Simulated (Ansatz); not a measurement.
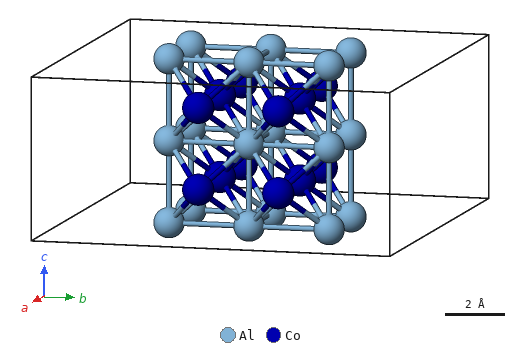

This is the input geometry for a relaxation of a wire of composition AlCo. A ball-and-stick model of the 2 repeat of the cell, with the vacuum cut short, seen slightly off an axis.

Case: wire along [0 0 1], 12 atoms a period.

Level of theory: DFT PBEsol, scalar-relativistic, plane waves, PAW (Ansatz 0.2.0).

Input
```yaml
crystal:
  lattice:
    - [14.6, 0.0, 0.0]
    - [0.0, 14.9, 0.0]
    - [0.0, 0.0, 2.8225855362]
  atoms:
    - { symbol: Al, position: [0.4033361118, 0.3105647291, 0.0] }
    - { symbol: Al, position: [0.4033361118, 0.5, 0.0] }
    - { symbol: Al, position: [0.4033361118, 0.6894352709, 0.0] }
    - { symbol: Al, position: [0.5966638882, 0.3105647291, 0.0] }
    - { symbol: Al, position: [0.5966638882, 0.5, 0.0] }
    - { symbol: Al, position: [0.5966638882, 0.6894352709, 0.0] }
    - { symbol: Co, position: [0.3066722235, 0.4052823646, 0.5] }
    - { symbol: Co, position: [0.3066722235, 0.5947176354, 0.5] }
    - { symbol: Co, position: [0.5, 0.4052823646, 0.5] }
    - { symbol: Co, position: [0.5, 0.5947176354, 0.5] }
    - { symbol: Co, position: [0.6933277765, 0.4052823646, 0.5] }
    - { symbol: Co, position: [0.6933277765, 0.5947176354, 0.5] }
basis:
  ecutwfc: 420
kpoints:
  mp_grid: { grid: [1, 1, 19] }
hamiltonian:
  xc: pbesol
scf:
  occupations: { method: gaussian, width: 0.05 }
output:
  forces: true
  stress: true
  eigenvalues: true
  populations: true
  write_density: true
  write_potential: true
  elf: true
  volumetric_format: npy
relax:
  adjacent_minimum: "off"
  f_tol: 0.02
  max_steps: 45
  cell: { fix: [a, b, alpha, beta, gamma], stress_tol: 0.03 }
```

Run as
```bash
ansatz run input.yaml --threads 4 --pin off --max-ram 11264MiB --backend cpu --events-out ev --progress --plain --runs-dir out
```

> Predict the outcome.

The largest moves relative to the layer's centre, 0.32 Å, are those of Al1, Al3, Al4 and Al6. Largest moves by element: Al 0.32 Å, Co 0.28 Å. Along the periodic axis the drawn cell goes c 5.645 → 5.280 Å (−6.5 %). Some distances before and after: Co11–Co12 2.823 → 2.302 Å, Al2–Al5 2.823 → 2.608 Å, Al1–Al1 2.823 → 2.640 Å, Al1–Al2 2.823 → 2.723 Å. New bonds form: Co11–Co12 (2.82 → 2.30 Å), Co7–Co8 (2.82 → 2.30 Å). Among the angles between lasting bonds that change: Al5–Co12–Al6 109.5° → 105.9°, Al5–Co12–Al5 70.5° → 67.3°, Al6–Co12–Al6 70.5° → 67.8°. After 8 accepted moves (9 points after the start) the energy has fallen by 1.149 eV per cell of the calculation. The largest force component goes from 1.3 to 0.002 eV/Å. The SCF was repeated once at an unchanged geometry on a basis and grid sized afresh for the cell, which shifted the energy by 4.0 meV per cell of the calculation at most. The run took 2.8 min on 4 threads of Intel(R) Xeon(R) Platinum 8259CL CPU @ 2.50GHz (Skylake/Cascade Lake), on a shared host, peak memory 1.6 GiB.

Step by step:

```json
{"step": "0", "E − E(0), meV/atom": "0.00", "largest force component, eV/Å": "1.2660", "note": ""}
{"step": "1", "E − E(0), meV/atom": "-61.56", "largest force component, eV/Å": "0.5725", "note": ""}
{"step": "2", "E − E(0), meV/atom": "-82.41", "largest force component, eV/Å": "0.2602", "note": ""}
{"step": "3", "E − E(0), meV/atom": "-89.43", "largest force component, eV/Å": "0.1779", "note": ""}
{"step": "4", "E − E(0), meV/atom": "-93.42", "largest force component, eV/Å": "0.1457", "note": ""}
{"step": "5", "E − E(0), meV/atom": "-95.59", "largest force component, eV/Å": "0.2287", "note": ""}
{"step": "6", "E − E(0), meV/atom": "-96.02", "largest force component, eV/Å": "0.0561", "note": ""}
{"step": "7", "E − E(0), meV/atom": "-96.06", "largest force component, eV/Å": "0.0427", "note": ""}
{"step": "8", "E − E(0), meV/atom": "-96.11", "largest force component, eV/Å": "0.0019", "note": ""}
{"step": "9", "E − E(0), meV/atom": "-95.78", "largest force component, eV/Å": "0.0020", "note": "same geometry, new basis"}
```

After the run, drawn alike:

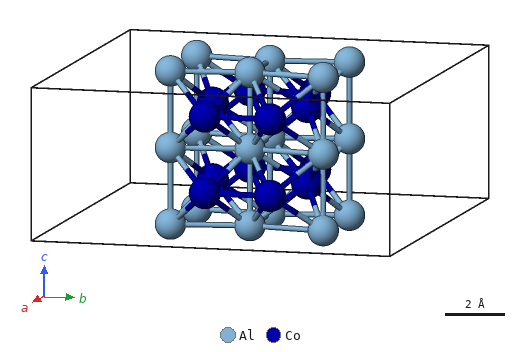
